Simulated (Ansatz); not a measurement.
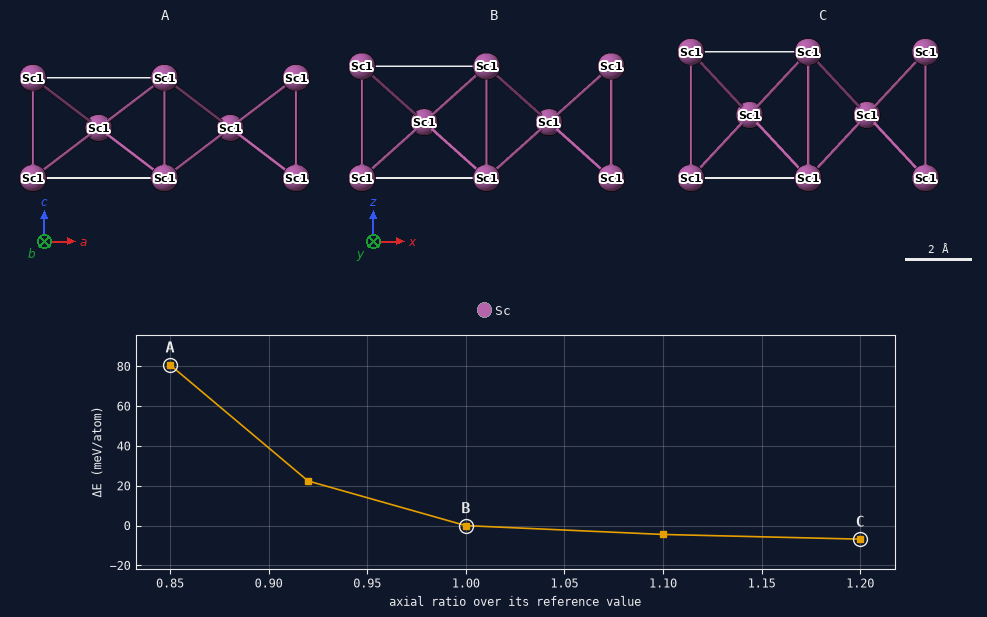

A scan of crystalline Sc (I4/mmm): the ratio of the cell's length along z to its lengths across, counted as 1 for the reference, is changed at fixed volume (a c/a path), with the atoms kept at their fractional coordinates. x, y and z are the Cartesian axes of the input. The lettered frames are marked on the plot. Style: ball-and-stick. Shown: the conventional cell (2 times the calculation's cell), repeated 2 × 2 × 1 with one cell outlined, along the b axis. Lengths and directions refer to the drawn axes.

Theory: Ansatz 0.2.0, DFT PBE, scalar-relativistic, plane waves, PAW. (plane-wave cutoff 420 eV; k-point mesh 20 × 20 × 20; occupations gaussian; smearing width 0.15 eV; no spin polarisation). Energies (free energies at the smearing named) are counted from the cell as listed in its source, which wasn't relaxed.

Question: Describe the profile.

Answer: The lowest computed point lies at the relative ratio 1.20 (−6.8 meV/atom). The energy is still falling at the end of the range, so the minimum along this coordinate lies there or beyond. The end points stand at 80.7 meV/atom (0.85) and −6.8 meV/atom (1.20). The unrelaxed reference is under a pressure of −0.8 GPa. The distortion keeps the space group I4/mmm. At the relative ratio 1.20 the cell of the drawing goes a 3.834 → 3.608 Å, b 3.834 → 3.608 Å, c 3.435 → 3.879 Å.

The computed points:

```
axial ratio over its reference value  ΔE (meV/atom)
                                0.85           80.7
                                0.92           22.4
                                1.00            0.0
                                1.10           −4.4
                                1.20           −6.8
```
